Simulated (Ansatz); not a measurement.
Ti$_{3}$Al

```
CELL_PARAMETERS angstrom
5.75515 -0.00058 0.00017
-2.87808 4.98483 -0.00024
0.00014 -0.00014 4.65514
ATOMIC_POSITIONS crystal
Ti 0.83021 0.16980 0.24997
Ti 0.66066 0.83037 0.74999
Ti 0.83023 0.66046 0.25003
Ti 0.16980 0.83021 0.75002
Ti 0.33939 0.16972 0.25002
Ti 0.16983 0.33958 0.74998
Al 0.33335 0.66669 0.25000
Al 0.66666 0.33335 0.74999
```

Space group P6₃/mmc; changed on purpose from its base cell (all atoms moved at random, sigma 0.15 A a component; relaxed back); computed without spin polarisation.

Method: DFT PBE, scalar-relativistic, plane waves, PAW in Ansatz.

Q: What can the converged valence pseudo-density and electron localisation function tell about the bonding?

A: Ti–Ti (2.82 Å): the density is about 0.22 e/Å³ at the midpoint; the ELF is about 0.25 at the midpoint (no localised pair shows between them).
Ti–Al (2.84 Å): ρ is about 0.2 e/Å³ halfway; the ELF is about 0.35 at the midpoint.
Ti–Ti (2.88 Å): the density is about 0.19 e/Å³ at the midpoint; the ELF is about 0.20 at the midpoint (no shared electron pair shows on this line).
The ELF has a maximum of about 0.75 in the space between the atoms, on no atom or two-centre bond.

Q: Metal or insulator at this level of theory?

A: It is metallic or semimetallic at this level of theory: no gap opens.

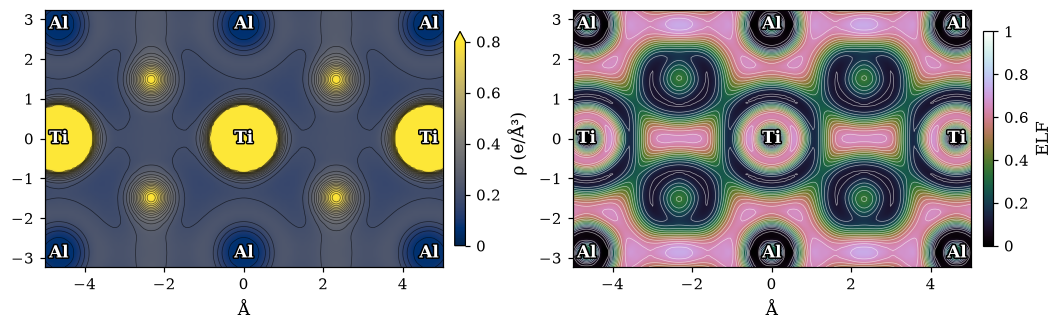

Computed valence pseudo-density and electron localisation function on the (11̄0) plane of the conventional cell, in this order. Atoms just off the plane (Ti, 0.8 Å away) can leave unmarked features too.

In a PAW calculation such maps are meaningful between the atoms, not at the nuclei.
